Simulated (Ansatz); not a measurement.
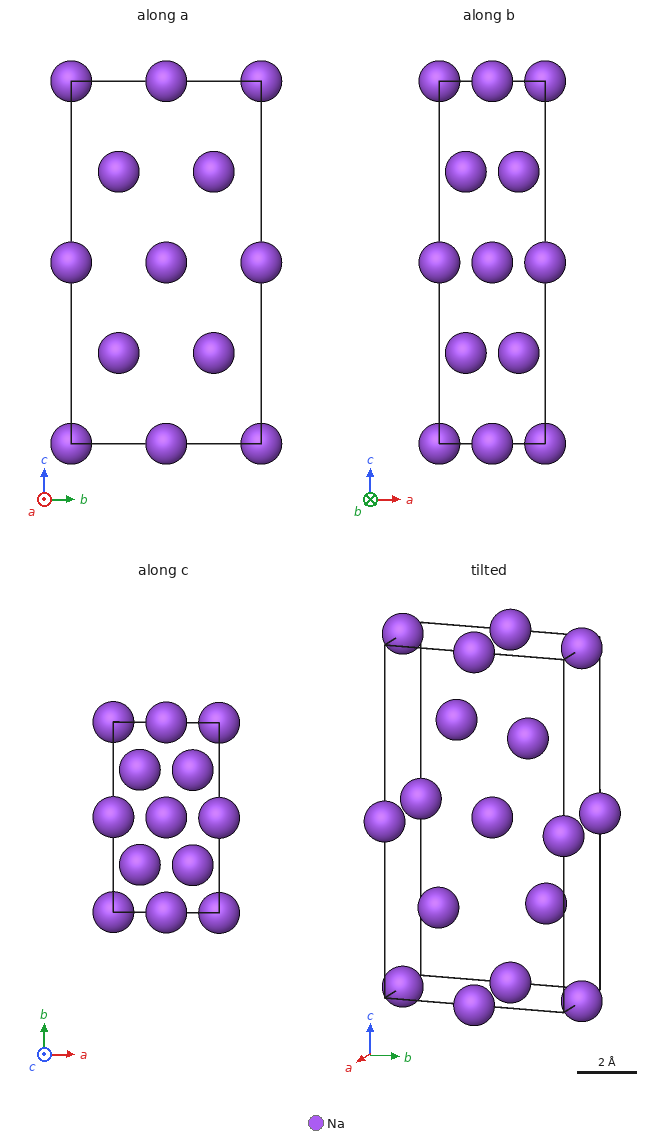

This spheres-only model is shown along the a axis, along the b axis, along the c axis and slightly off an axis. The drawn cell (a repeat of the simulation cell) is drawn as a box.

Lattice parameters: a = 3.6400 Å, b = 6.5455 Å, c = 12.4802 Å, α = 90.000°, β = 90.000°, γ = 90.442°.

Set out the cell and atoms as a CIF in P1 with every atom of the cell.

```cif
data_structure
_symmetry_space_group_name_H-M 'P 1'
_symmetry_Int_Tables_number 1
_cell_length_a 3.6400
_cell_length_b 6.5455
_cell_length_c 12.4802
_cell_angle_alpha 90.000
_cell_angle_beta 90.000
_cell_angle_gamma 90.442
_cell_volume 297.34
loop_
_atom_site_label
_atom_site_type_symbol
_atom_site_fract_x
_atom_site_fract_y
_atom_site_fract_z
_atom_site_occupancy
Na1 Na 0.2500 0.7500 0.2503 1
Na2 Na 0.7500 0.7500 0.7503 1
Na3 Na 0.2500 0.2500 0.7503 1
Na4 Na 0.0000 0.5000 0.0000 1
Na5 Na 0.5000 0.5000 0.5000 1
Na6 Na 0.0000 0.0000 0.5000 1
Na7 Na 0.7500 0.2500 0.2503 1
Na8 Na 0.5000 0.0000 0.0000 1
```

The structure comes from a structure type filled with this element by a generator (whether the element takes this form wasn't checked). Earlier steps of the study may have refined or changed the cell and positions. Ansatz was used for an electronic-structure calculation on it.
